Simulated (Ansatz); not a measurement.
Consider Ti3Al.

```yaml
crystal:
  lattice:
    - [5.75534, 0.00000, 0.00000]
    - [-2.87767, 4.98427, 0.00000]
    - [0.00000, 0.00000, 4.65414]
  atoms:
    - { symbol: Ti, position: [0.83021, 0.16979, 0.25000] }
    - { symbol: Ti, position: [0.66042, 0.83021, 0.75000] }
    - { symbol: Ti, position: [0.83021, 0.66042, 0.25000] }
    - { symbol: Ti, position: [0.16979, 0.83021, 0.75000] }
    - { symbol: Ti, position: [0.33958, 0.16979, 0.25000] }
    - { symbol: Ti, position: [0.16979, 0.33958, 0.75000] }
    - { symbol: Al, position: [0.33333, 0.66667, 0.25000] }
    - { symbol: Al, position: [0.66667, 0.33333, 0.75000] }
```

Space group P6₃/mmc; computed without spin polarisation.

These are results of Ansatz 0.2.0, DFT PBE, scalar-relativistic, plane waves, PAW, not measurements.

Q: What can the converged valence pseudo-density and electron localisation function tell about the bonding?

A: Ti–Ti (2.82 Å): the density is about 0.22 e/Å³ at the midpoint; the ELF is about 0.25 at the midpoint (no shared electron pair shows on this line).
Ti–Al (2.84 Å): ρ is about 0.2 e/Å³ halfway; the ELF is about 0.35 at the midpoint.
Ti–Ti (2.88 Å): ρ at the midpoint is about 0.19 e/Å³; the ELF is about 0.20 at the midpoint (no shared electron pair shows on this line).
The ELF has a maximum of about 0.75 in the space between the atoms, on no atom or two-centre bond.
Bader's partition of the density gives Ti +0.38 and Al −1.13 e.

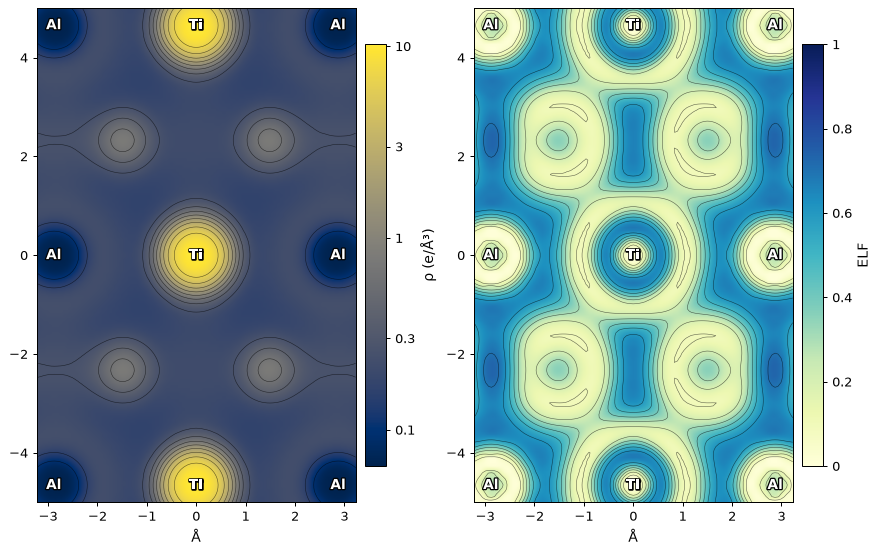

Computed valence pseudo-density and electron localisation function on the (100) plane of the conventional cell, in this order. Atoms just off the plane (Ti, 0.8 Å away) can leave unmarked features too.

In a PAW calculation such maps are meaningful between the atoms, not at the nuclei.
